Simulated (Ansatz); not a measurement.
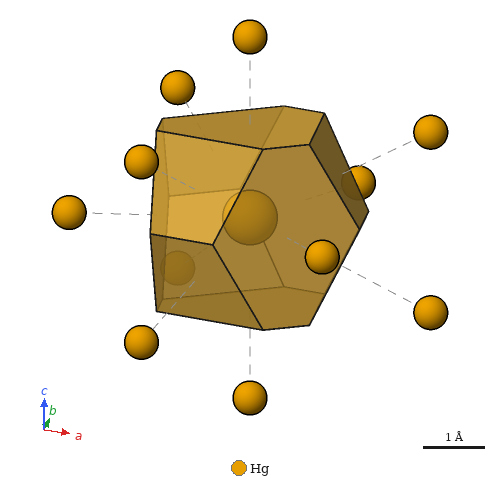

The polyhedron is the computed Voronoi (Dirichlet) cell of the central atom: each face lies in the plane that bisects the line to a neighbour. Central atom: Hg1 (2d) in Hg; faces take the colour of the neighbour behind them. Source: the geometry relaxed with DFT PBEsol, scalar-relativistic, plane waves, PAW (Ansatz 0.2.0).

Hg, space group P6/mmm (No. 191), a = 5.217 Å, b = 5.217 Å, c = 3.075 Å, α = 90.00°, β = 90.00°, γ = 120.00°

```csv
site,Wyckoff,x,y,z
Hg1,2d,0.3333,0.6667,0.5000
Hg2,1a,0.0000,0.0000,0.0000
```

**How many faces does the cell have, and of which kinds?**

11 faces, index ⟨0,6,0,5⟩.

**What is the volume of this Voronoi cell?**

23.9 Å³, against a mean of 24.2 Å³ per atom in this structure.

**Tabulate the neighbours by distance and solid angle.**

```csv
neighbour,faces,distance (Å),solid angle (% of sphere)
Hg,3,3.01,36.2
Hg,2,3.07,24.0
Hg,6,3.38,39.8
```
